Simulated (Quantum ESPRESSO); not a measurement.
Band-structure run of WS2 (part 2 of 2)

The same run, continued: WS2 (P-6m2, 3 atoms in the cell); Kohn-Sham DFT of a periodic cell, PBE, PseudoDojo 0.4.1 SR PBE standard, no spin polarisation (Quantum ESPRESSO 7.5); cutoff 1006.82 eV, 10×10×2 k-mesh, fermi-dirac of 0.05 eV. The structure derives from a Materials Project entry.

Geometry of the input (Å; fractional positions):
```
3.1835  0.0000  0.0000
-1.5918  2.7570  0.0000
0.0000  0.0000  16.9506
W  0.0000  0.0000  0.0000
S  0.3333  0.6667  0.0920
S  0.3333  0.6667  0.9080
```

### What the program printed, continued
```
     iteration #  7     ecut=    74.00 Ry     beta= 0.50
     Davidson diagonalization with overlap
     ethr =  1.23E-08,  avg # of iterations =  4.0

     total energy              =    -196.03475292 Ry
     estimated scf accuracy    <       0.00000069 Ry

     iteration #  8     ecut=    74.00 Ry     beta= 0.50
     Davidson diagonalization with overlap
     ethr =  2.66E-09,  avg # of iterations =  2.0

     total energy              =    -196.03475307 Ry
     estimated scf accuracy    <       0.00000001 Ry

     iteration #  9     ecut=    74.00 Ry     beta= 0.50
     Davidson diagonalization with overlap
     ethr =  4.10E-11,  avg # of iterations =  4.0

     total energy              =    -196.03475307 Ry
     estimated scf accuracy    <          5.0E-09 Ry

     iteration # 10     ecut=    74.00 Ry     beta= 0.50
     Davidson diagonalization with overlap
     ethr =  1.93E-11,  avg # of iterations =  2.0

     End of self-consistent calculation

          k = 0.0000 0.0000 0.0000 ( 10809 PWs)   bands (ev):

   -73.7420 -37.9801 -37.8285 -37.8285 -14.4953 -12.8218  -6.0572  -2.6121
    -2.6121  -1.7838  -1.3678  -1.3678   0.2929   3.1810   3.1810   3.3610
     3.3610   5.2571   5.7911   5.8544

          k = 0.0000 0.0000-0.0939 ( 10780 PWs)   bands (ev):

   -73.7420 -37.9801 -37.8285 -37.8285 -14.4953 -12.8218  -6.0572  -2.6121
    -2.6121  -1.7838  -1.3678  -1.3678   0.2929   3.1810   3.1810   3.3610
     3.3610   5.3029   5.5846   6.0346

          k = 0.0000 0.1155 0.0000 ( 10789 PWs)   bands (ev):

   -73.7404 -37.9743 -37.8609 -37.8360 -14.3314 -12.7633  -5.8634  -3.0246
    -2.4520  -2.3426  -1.6179  -1.0959   0.1976   2.9953   3.0630   3.2175
     3.4823   5.6483   5.9868   6.3895

          k = 0.0000 0.1155-0.0939 ( 10810 PWs)   bands (ev):

   -73.7404 -37.9743 -37.8609 -37.8360 -14.3314 -12.7633  -5.8634  -3.0246
    -2.4520  -2.3426  -1.6179  -1.0959   0.1976   2.9954   3.0630   3.2175
     3.4823   5.7599   5.7822   6.5446

          k = 0.0000 0.2309 0.0000 ( 10790 PWs)   bands (ev):

   -73.7362 -37.9589 -37.9450 -37.8557 -13.8763 -12.6017  -5.3828  -3.8816
    -3.1530  -2.1531  -2.0280  -1.1747  -0.2320   2.6286   2.9486   3.2134
     4.1115   6.2603   6.5397   7.3880

          k = 0.0000 0.2309-0.0939 ( 10786 PWs)   bands (ev):

   -73.7362 -37.9589 -37.9450 -37.8557 -13.8763 -12.6017  -5.3828  -3.8816
    -3.1530  -2.1531  -2.0280  -1.1747  -0.2320   2.6287   2.9486   3.2134
     4.1115   6.3516   6.3934   7.7398

          k = 0.0000 0.3464 0.0000 ( 10784 PWs)   bands (ev):

   -73.7311 -38.0473 -37.9399 -37.8799 -13.2432 -12.3815  -5.3063  -4.2806
    -3.9657  -2.6749  -1.5123  -1.4996  -0.8071   2.7854   2.8368   3.7615
     4.6617   6.9287   7.3114   7.6342

          k = 0.0000 0.3464-0.0939 ( 10796 PWs)   bands (ev):

   -73.7311 -38.0473 -37.9399 -37.8799 -13.2432 -12.3815  -5.3063  -4.2806
    -3.9657  -2.6749  -1.5123  -1.4996  -0.8071   2.7854   2.8368   3.7615
     4.6617   6.9735   7.1935   7.7414

          k = 0.0000 0.4619 0.0000 ( 10820 PWs)   bands (ev):

   -73.7270 -38.1288 -37.9244 -37.8994 -12.6421 -12.1823  -5.9149  -4.5977
    -4.1243  -3.0291  -1.7311  -1.1352  -0.8380   2.9904   3.2387   4.2251
     4.9670   6.2215   7.7858   7.8377

          k = 0.0000 0.4619-0.0939 ( 10784 PWs)   bands (ev):

   -73.7270 -38.1288 -37.9244 -37.8994 -12.6421 -12.1823  -5.9149  -4.5977
    -4.1243  -3.0291  -1.7311  -1.1352  -0.8380   2.9904   3.2387   4.2251
     4.9670   6.2216   7.7777   7.8533

          k = 0.0000-0.5774 0.0000 ( 10798 PWs)   bands (ev):

   -73.7254 -38.1596 -37.9185 -37.9068 -12.3801 -12.0999  -6.2022  -4.8393
    -4.1341  -3.1529  -1.8039  -1.0097  -0.6246   3.1345   3.5981   4.3582
     5.0563   5.3912   7.9285   8.1790

          k = 0.0000-0.5774-0.0939 ( 10852 PWs)   bands (ev):

   -73.7254 -38.1596 -37.9185 -37.9068 -12.3801 -12.0999  -6.2022  -4.8393
    -4.1341  -3.1529  -1.8039  -1.0097  -0.6246   3.1345   3.5981   4.3582
     5.0563   5.3912   7.9283   8.1800

          k = 0.1000 0.1732 0.0000 ( 10797 PWs)   bands (ev):

   -73.7375 -37.9637 -37.9169 -37.8520 -14.0215 -12.6528  -5.5137  -3.6400
    -2.8482  -2.2131  -2.1875  -0.9510  -0.0644   2.6506   3.0027   3.0076
     4.0206   6.0999   6.3649   7.2315

          k = 0.1000 0.1732-0.0939 ( 10784 PWs)   bands (ev):

   -73.7375 -37.9637 -37.9169 -37.8520 -14.0215 -12.6528  -5.5137  -3.6400
    -2.8482  -2.2131  -2.1875  -0.9510  -0.0644   2.6506   3.0027   3.0076
     4.0205   6.1684   6.2486   7.5728

          k = 0.1000 0.2887 0.0000 ( 10799 PWs)   bands (ev):

   -73.7329 -38.0044 -37.9465 -37.8796 -13.4738 -12.4589  -5.1028  -4.2901
    -3.5605  -2.8627  -1.8936  -1.1013  -0.5380   2.4384   3.0035   3.2943
     4.6641   6.8049   7.0614   7.9492

          k = 0.1000 0.2887-0.0939 ( 10782 PWs)   bands (ev):

   -73.7329 -38.0044 -37.9465 -37.8796 -13.4738 -12.4589  -5.1028  -4.2901
    -3.5605  -2.8627  -1.8936  -1.1013  -0.5380   2.4384   3.0035   3.2943
     4.6640   6.8988   6.9251   8.2171

          k = 0.1000 0.4041 0.0000 ( 10793 PWs)   bands (ev):

   -73.7282 -38.0902 -37.9292 -37.9074 -12.8438 -12.2412  -5.5243  -4.3818
    -4.1283  -3.1137  -1.8663  -1.4725  -0.6388   2.6674   3.2382   3.8639
     4.9838   7.1246   7.7287   7.8612

          k = 0.1000 0.4041-0.0939 ( 10792 PWs)   bands (ev):

   -73.7282 -38.0902 -37.9292 -37.9074 -12.8438 -12.2412  -5.5243  -4.3818
    -4.1283  -3.1137  -1.8663  -1.4725  -0.6388   2.6674   3.2382   3.8639
     4.9837   7.1274   7.7780   7.7967

          k = 0.1000 0.5196 0.0000 ( 10798 PWs)   bands (ev):

   -73.7254 -38.1427 -37.9245 -37.9185 -12.3906 -12.0912  -5.9838  -4.8912
    -4.0740  -3.1714  -1.7837  -1.7507  -0.3879   3.0253   3.5600   4.3971
     4.8325   5.9016   8.3915   8.4861

          k = 0.1000 0.5196-0.0939 ( 10804 PWs)   bands (ev):

   -73.7254 -38.1427 -37.9245 -37.9185 -12.3906 -12.0912  -5.9838  -4.8912
    -4.0740  -3.1714  -1.7837  -1.7507  -0.3879   3.0253   3.5600   4.3971
     4.8325   5.9016   8.3965   8.4827

          k = 0.2000 0.3464 0.0000 ( 10762 PWs)   bands (ev):

   -73.7287 -38.0647 -37.9311 -37.9214 -12.9196 -12.2606  -5.2336  -4.2460
    -4.1430  -3.3020  -2.3267  -1.2302  -0.5647   2.4695   3.2912   3.5190
     5.1500   7.5775   7.8666   7.9705

          k = 0.2000 0.3464-0.0939 ( 10788 PWs)   bands (ev):

   -73.7287 -38.0647 -37.9311 -37.9214 -12.9196 -12.2606  -5.2336  -4.2460
    -4.1430  -3.3020  -2.3267  -1.2302  -0.5647   2.4695   3.2912   3.5190
     5.1500   7.6424   7.7561   7.9855

          k = 0.2000 0.4619 0.0000 ( 10783 PWs)   bands (ev):

   -73.7254 -38.1069 -37.9614 -37.9185 -12.4073 -12.0769  -5.5287  -4.9685
    -3.9149  -3.2271  -2.8185  -1.6240  -0.3181   2.7844   3.5694   3.8445
     5.3254   6.9138   8.4205   8.7578

          k = 0.2000 0.4619-0.0939 ( 10798 PWs)   bands (ev):

   -73.7254 -38.1069 -37.9614 -37.9185 -12.4073 -12.0769  -5.5287  -4.9685
    -3.9149  -3.2271  -2.8185  -1.6240  -0.3181   2.7844   3.5694   3.8445
     5.3254   6.9140   8.4289   8.7258

          k = 0.2000 0.5774 0.0000 ( 10792 PWs)   bands (ev):

   -73.7241 -38.1216 -37.9780 -37.9138 -12.1909 -11.9996  -5.6348  -5.2467
    -3.9958  -3.1112  -2.8912  -1.8626  -0.0570   2.6375   3.9833   3.9914
     5.3317   6.2361   8.5680   9.4824

          k = 0.2000 0.5774-0.0939 ( 10788 PWs)   bands (ev):

   -73.7241 -38.1216 -37.9780 -37.9138 -12.1909 -11.9996  -5.6348  -5.2467
    -3.9958  -3.1112  -2.8912  -1.8626  -0.0570   2.6375   3.9833   3.9914
     5.3317   6.2361   8.5680   9.4789

          k = 0.3000 0.5196 0.0000 ( 10804 PWs)   bands (ev):

   -73.7236 -38.0915 -38.0207 -37.9120 -12.1169 -11.9597  -5.4079  -5.2394
    -4.0026  -3.5465  -3.0183  -1.9575   0.1323   2.2849   3.7250   4.1923
     5.7434   6.8734   7.6520   9.4473

          k = 0.3000 0.5196-0.0939 ( 10794 PWs)   bands (ev):

   -73.7236 -38.0915 -38.0207 -37.9120 -12.1169 -11.9597  -5.4079  -5.2394
    -4.0026  -3.5465  -3.0183  -1.9575   0.1323   2.2849   3.7250   4.1923
     5.7434   6.8735   7.6520   9.4439

     the Fermi energy is     1.2639 ev

!    total energy              =    -196.03475307 Ry
     estimated scf accuracy    <          1.7E-10 Ry
     smearing contrib. (-TS)   =      -0.00000000 Ry
     internal energy E=F+TS    =    -196.03475307 Ry

     The total energy is F=E-TS. E is the sum of the following terms:
     one-electron contribution =    -864.41330071 Ry
     hartree contribution      =     432.56824770 Ry
     xc contribution           =     -45.90183869 Ry
     ewald contribution        =     281.71213862 Ry

     convergence has been achieved in  10 iterations

     Forces acting on atoms (cartesian axes, Ry/au):

     atom    1 type  1   force =    -0.00000000   -0.00000000    0.00000000
     atom    2 type  2   force =     0.00000000    0.00000000    0.01023627
     atom    3 type  2   force =     0.00000000    0.00000000   -0.01023627

     Total force =     0.014476     Total SCF correction =     0.000035

     Computing stress (Cartesian axis) and pressure

          total   stress  (Ry/bohr**3)                   (kbar)     P=        5.80
   0.00002946   0.00000000  -0.00000000            4.33        0.00       -0.00
   0.00000000   0.00002946   0.00000000            0.00        4.33        0.00
   0.00000000  -0.00000000   0.00005929            0.00       -0.00        8.72

=------------------------------------------------------------------------------=
   JOB DONE.
=------------------------------------------------------------------------------=
```

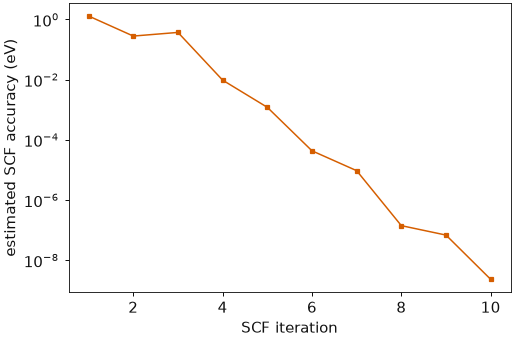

Figure 1. Convergence of the self-consistent field: estimated SCF accuracy against the iteration. The field takes 10 iterations in all.

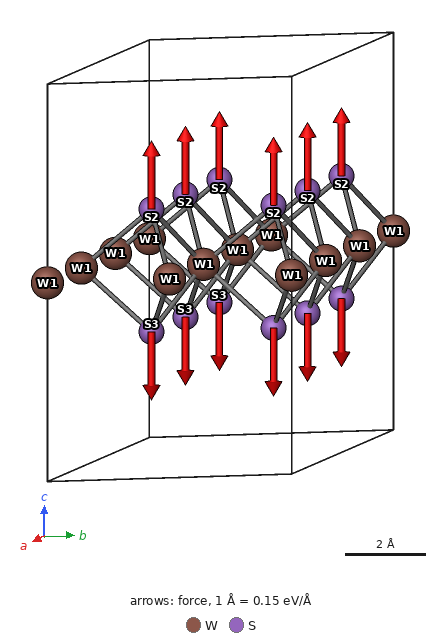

Figure 2. Forces on the atoms as red arrows (ball-and-stick view of the 3 × 2 repeat of the cell, with the vacuum cut short, seen slightly off an axis; atoms are numbered from 1 in the order of the input). The largest act on S2, S3 (0.26 eV/Å). The geometry is not a stationary point of this energy.
